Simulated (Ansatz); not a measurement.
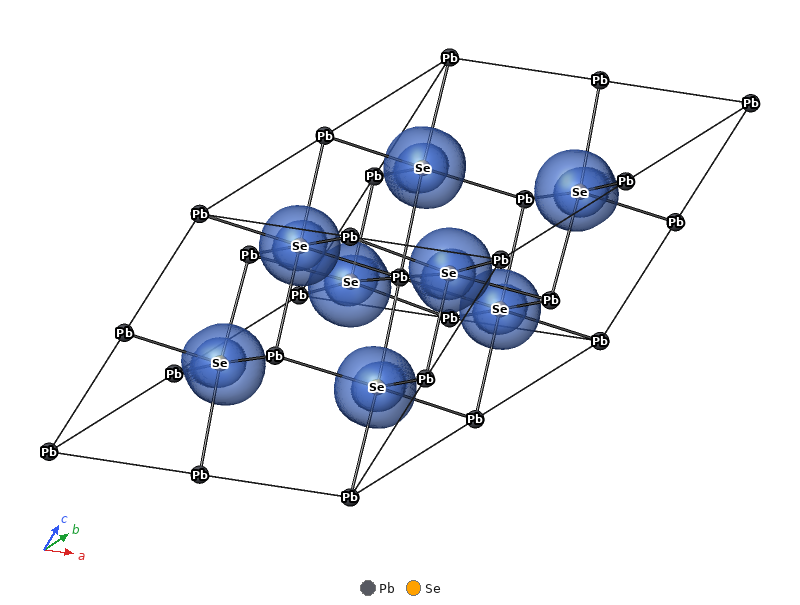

The picture shows: Pb$_{7}$Se$_{8}$ (cell with a defect). Isosurface of the electron localisation function at 0.75 (blue), seen at an oblique angle. Only the valence region is drawn (cores and ρ < 0.01 e/Å³ removed). Sticks mark near contacts.

Level of theory: DFT PBEsol, scalar-relativistic, plane waves, PAW (Ansatz 0.2.0).

Core electrons are frozen (PAW), and the valence fields are smoothed inside the atomic spheres.

Input

```
crystal:
  lattice:
    - [-6.1031549502, 0.0, 6.1031549502]
    - [-6.1031549502, -6.1031549502, 0.0]
    - [0.0, -6.1031549502, 6.1031549502]
  atoms:
    - { symbol: Pb, position: [0.5, 0.0, 0.0] }
    - { symbol: Pb, position: [0.5, 0.0, 0.5] }
    - { symbol: Pb, position: [0.5, 0.5, 0.5] }
    - { symbol: Pb, position: [0.0, 0.0, 0.0] }
    - { symbol: Pb, position: [0.0, 0.5, 0.0] }
    - { symbol: Pb, position: [0.0, 0.0, 0.5] }
    - { symbol: Pb, position: [0.0, 0.5, 0.5] }
    - { symbol: Se, position: [0.25, 0.75, 0.25] }
    - { symbol: Se, position: [0.25, 0.25, 0.25] }
    - { symbol: Se, position: [0.25, 0.75, 0.75] }
    - { symbol: Se, position: [0.25, 0.25, 0.75] }
    - { symbol: Se, position: [0.75, 0.75, 0.25] }
    - { symbol: Se, position: [0.75, 0.25, 0.25] }
    - { symbol: Se, position: [0.75, 0.75, 0.75] }
    - { symbol: Se, position: [0.75, 0.25, 0.75] }
basis:
  ecutwfc: 420
kpoints:
  mp_grid: { grid: [4, 4, 4] }
hamiltonian:
  xc: pbesol
scf:
  occupations: { method: gaussian, width: 0.1 }
output:
  forces: true
  stress: true
  eigenvalues: true
  write_density: true
  write_potential: true
  elf: true
  volumetric_format: npy
relax:
  adjacent_minimum: "off"
  f_tol: 0.02
  max_steps: 50
```

Run with:

```sh
ansatz run input.yaml --threads 4 --pin off --max-ram 9216MiB --backend cpu --events-out ev --progress --plain --runs-dir out
```

The fields are those of the relaxed geometry.

> Where are the electrons localised?

At this value the surface marks out eight regions wrapped around Se (the valence shell of each), counted in one cell of 15 atoms. Regions shared between cells count once.

Values along the shortest contacts:
Pb–Se (2.92 Å): the ELF is about 0.40 at the midpoint and 0.30 at its lowest between the atoms. Pb–Se (3.05 Å): the ELF is about 0.30 at the midpoint.
